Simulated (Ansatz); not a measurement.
System: LiCl, space group P3_221 (No. 154) (cell built by us, not taken from a database).

Input of the run:
```
crystal:
  lattice:
    - [6.1918079841, 0.0, 0.0]
    - [-3.0959039921, 5.3622630096, 0.0]
    - [0.0, 0.0, 3.700771854]
  atoms:
    - { symbol: Li, position: [0.61236542, 0.0, 0.6666666667] }
    - { symbol: Li, position: [0.0, 0.61236542, 0.3333333333] }
    - { symbol: Li, position: [0.38763458, 0.38763458, 0.0] }
    - { symbol: Cl, position: [0.3604383152, 0.0, 0.1666666667] }
    - { symbol: Cl, position: [0.0, 0.3604383152, 0.8333333333] }
    - { symbol: Cl, position: [0.6395616848, 0.6395616848, 0.5] }
basis:
  ecutwfc: 420
kpoints:
  mp_grid: { grid: [6, 6, 6] }
hamiltonian:
  xc: pbe
scf:
  occupations: { method: fixed }
output:
  forces: true
  stress: true
  eigenvalues: true
  polarization: {}
elastic:
  mode: relaxed_ion
  stencil: two_point
```

Launched with:
```bash
ansatz run input.yaml --threads 1 --pin off --max-ram 2560MiB --backend cpu --events-out ev --progress --plain --runs-dir out
```

Computed with Ansatz 0.2.0: proper piezoelectric stress tensor of an insulator from Berry phases at small strains, Voigt columns xx yy zz yz xz xy, Cartesian axes of the cell vectors; plane waves with PAW datasets, Γ-centred k mesh. Level: PBE, no spin polarisation.

```tsv
setting	value
wave cutoff	420 eV
k mesh	6×6×6
occupations	fixed
pressure	0 GPa
ions	relaxed
strain amplitude	0.002
```

Predict the piezoelectric tensor e in Voigt notation.

The largest components, equal in size at 0.209 C/m², are e11, e12 and e26. Five components exceed 1 % of the largest: e11 = −0.209, e12 = 0.209, e14 = 0.009, e25 = −0.009, e26 = 0.209 C/m².

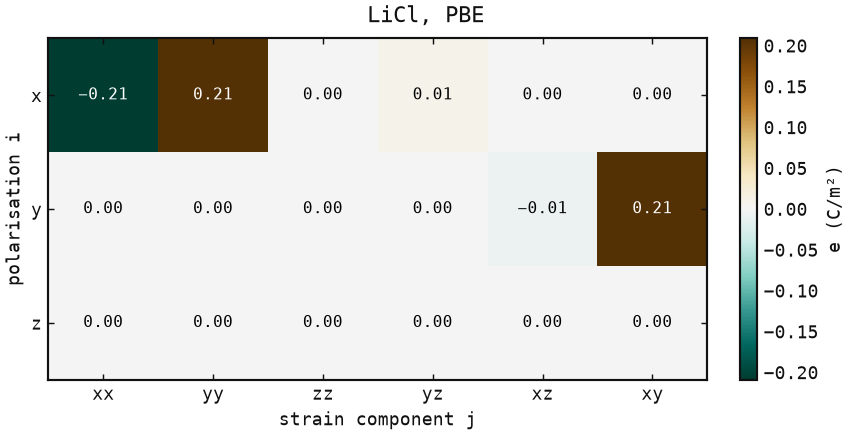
